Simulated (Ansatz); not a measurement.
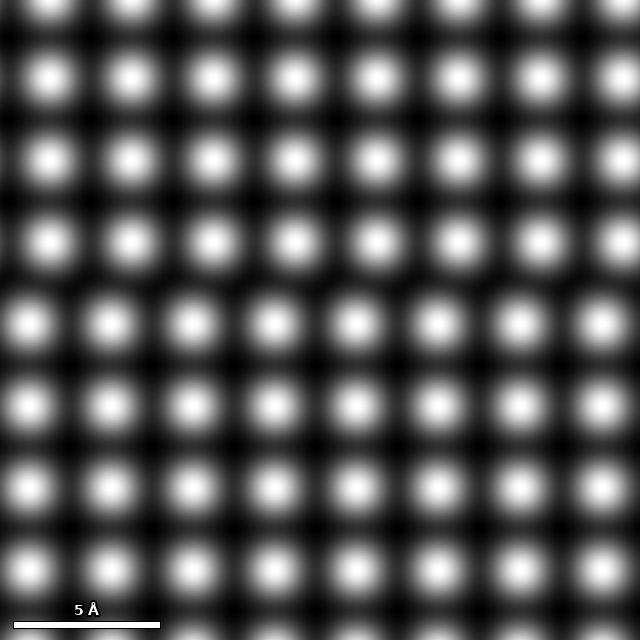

HAADF-like image of Se (Pm-3m, No. 221) along [001]. Simulated incoherent Z contrast: every atom adds Z^1.8 spread by a probe of 1.30 Å full width; channelling and multiple scattering are left out. The probe carries 25 % of its weight in a tail 2.5 times as wide. The display is stretched by a gamma of 0.65; percentages refer to the linear signal.

One planar defect was built into the perfect crystal by geometry alone, without relaxation. Host structure: the input geometry of an electronic-structure calculation (not necessarily at equilibrium); the starting structure was generated, so it need not be a known form of this composition.

Where does the periodic pattern break, and how?

A planar fault (a stacking fault) runs horizontally about 10 Å below the top edge. The part above it is shifted along the boundary by 1/4 of the 2.81 Å repeat of the rows (0.7 Å to the right, the same as 2.1 Å to the left); both parts keep the same orientation.
